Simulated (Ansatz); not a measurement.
The structure in question:

```cif
data_structure
_symmetry_space_group_name_H-M 'P 1'
_symmetry_Int_Tables_number 1
_cell_length_a 3.0985
_cell_length_b 3.0985
_cell_length_c 4.6513
_cell_angle_alpha 90.000
_cell_angle_beta 90.000
_cell_angle_gamma 90.000
_cell_volume 44.66
loop_
_atom_site_label
_atom_site_type_symbol
_atom_site_fract_x
_atom_site_fract_y
_atom_site_fract_z
_atom_site_occupancy
Mg1 Mg 0.00000 0.00000 0.00000 1
Mg2 Mg 0.50000 0.50000 0.50000 1
```

Interpret the file: composition, symmetry and coordination.

Answer. The element is magnesium. It belongs to space group I4/mmm (No. 139) and has a body-centred tetragonal lattice. The cell holds two atoms. Each Mg atom is coordinated by twelve Mg in a cuboctahedral arrangement at 3.10 to 3.20 Å. The bonds build a three-dimensional framework.

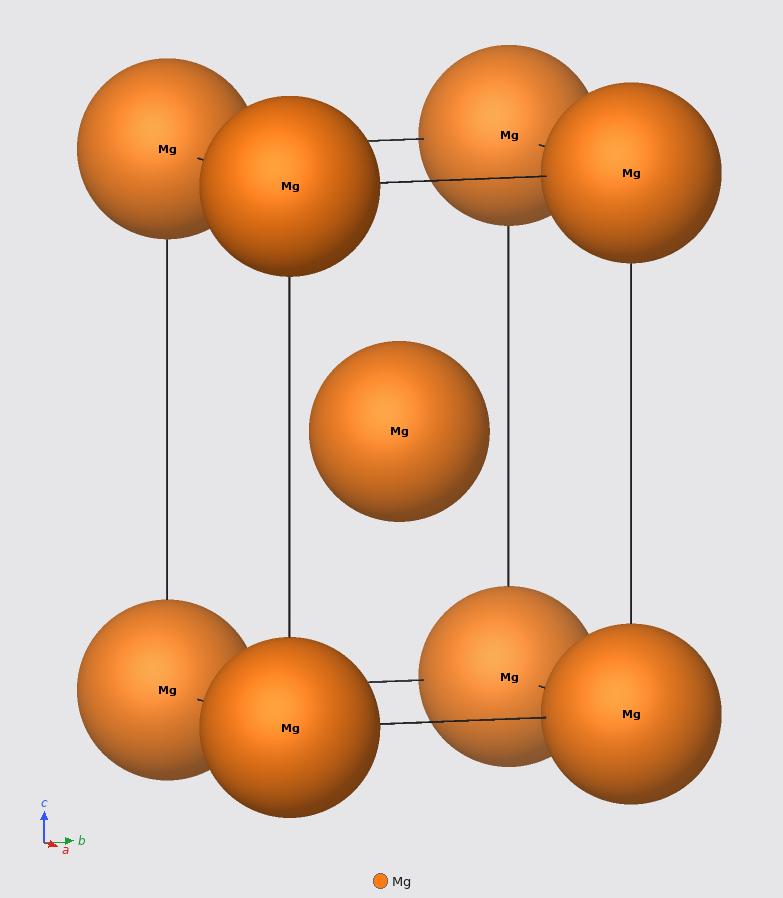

A spheres-only rendering, viewed slightly off an axis. The lines enclose the conventional unit cell; boundary atoms appear with their images. Colours: magnesium orange.

The initial geometry was a structure listed in the Materials Project. The cell was then strained or its atoms displaced on purpose. A calculation with Ansatz used it as input.
